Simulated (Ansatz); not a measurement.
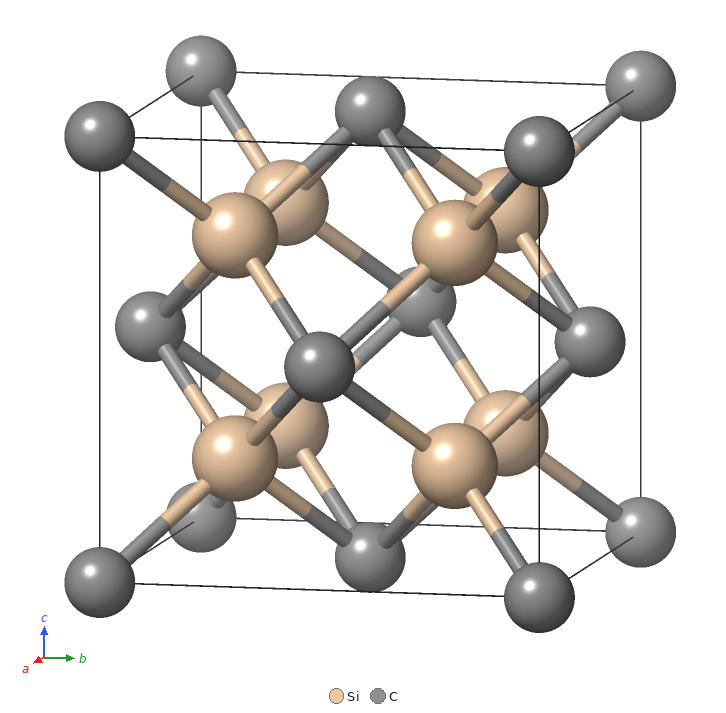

View slightly off an axis, drawn as a ball-and-stick model. The wireframe shows the conventional unit cell. Cell: a = 5.32 Å, b = 5.32 Å, c = 5.32 Å, α = 90.00°, β = 90.00°, γ = 90.00°.

Provenance: a random cell made by a generator, so it need not be a real form of the compound. Earlier steps of the study may have refined or changed the cell and positions. A calculation with Ansatz used it as input.

Q: What can be read from this drawing?

A: This is Si$_{2}$C. The atoms follow space group Fm-3m (No. 225); the Bravais lattice is face-centred cubic. Prototype: antifluorite. Cell content: 8 Si, 4 C, that is 4 formula units. The Si atoms are each bonded to four C in a tetrahedral arrangement at about 2.3 Å. C is coordinated by eight Si in a cubic arrangement at about 2.3 Å. The bonds build a three-dimensional framework.

Electronic-structure method: Ansatz, DFT PBE, scalar-relativistic, plane waves, PAW. Parameters: a cutoff energy of 420 eV, k-points about 0.15 Å⁻¹ apart, Gaussian smearing of 0.1 eV, no spin polarisation.

Q: Metal or not?

A: A metal: bands cross the Fermi level.

Q: What does a Bader analysis give?

A: Si +0.63 e; C -1.25 e.

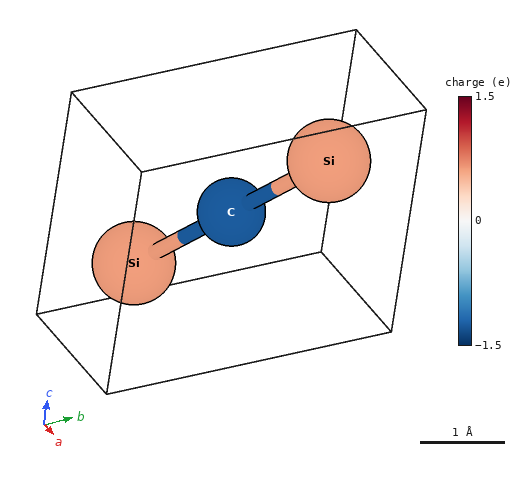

The atoms coloured by those charges. The run's cell of 3 atoms is drawn, so axes and origin can differ from the first picture.

Q: Can this geometry be taken as optimised?

A: Yes. All forces vanish to within 0.01 eV/Å. The pressure is 0.0 GPa, close to zero.
